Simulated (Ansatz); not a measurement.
Input

```
crystal:
  lattice:
    - [3.7240006046, 0.0, 0.0]
    - [-1.8620003023, 3.2250791273, 0.0]
    - [0.0, 0.0, 5.062]
  atoms:
    - { symbol: Pt, position: [0.0, 0.0, 0.0] }
    - { symbol: Se, position: [0.3430230181, 0.6860460361, 0.25] }
    - { symbol: Se, position: [0.6763563514, 0.3527127028, 0.75] }
basis:
  ecutwfc: 420
kpoints:
  mp_grid: { grid: [12, 12, 10] }
hamiltonian:
  xc: pbe
scf:
  occupations: { method: gaussian, width: 0.15 }
output:
  forces: true
  stress: true
  eigenvalues: true
  write_density: true
  write_potential: true
  elf: true
  volumetric_format: npy
```

Launched as:

```sh
ansatz run input.yaml --threads 1 --pin off --max-ram 2560MiB --backend cpu --events-out ev --progress --plain --runs-dir out
```

Below, planes, directions and counts refer to the conventional cell (a = 6.45 Å, b = 3.72 Å, c = 5.06 Å, α = 90.00°, β = 90.00°, γ = 90.00°).

Space group Cm; changed on purpose from its base cell (all Se atoms moved +0.062 Å, as atom 2 along Cartesian [0 1 0]); not relaxed (largest force 1.0 eV/Å); computed pressure about 8 GPa in this cell.

The calculation used Ansatz, DFT PBE, scalar-relativistic, plane waves, PAW.

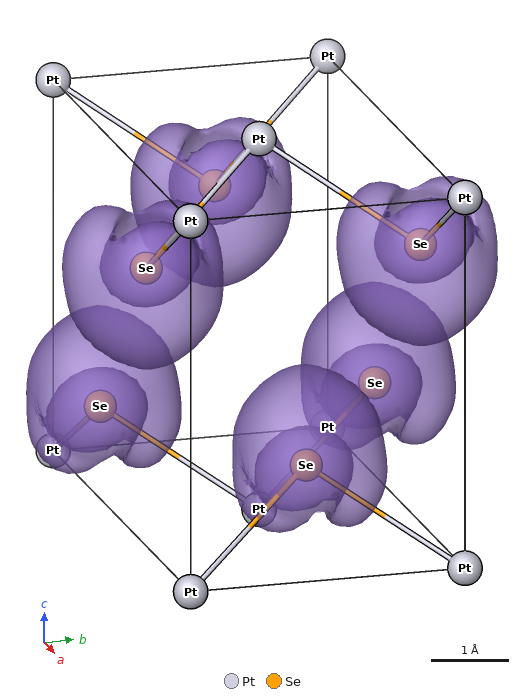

PtSe2. Isosurface of the electron localisation function at 0.7 (purple), seen at an oblique angle. Core shells and regions of very low density are left out. Sticks mark near contacts.

In a PAW calculation such maps are meaningful between the atoms, not at the nuclei.

**Describe the localisation domains.**

The ELF exceeds this value in four regions wrapped around Se (the valence shell of each), counted in one cell of 6 atoms. Any copies at cell faces, edges or corners count once.

Values along the shortest contacts:
Pt–Se (2.44 Å): the ELF is about 0.50 at the midpoint. Pt–Se (2.52 Å): the ELF is about 0.50 at the midpoint.
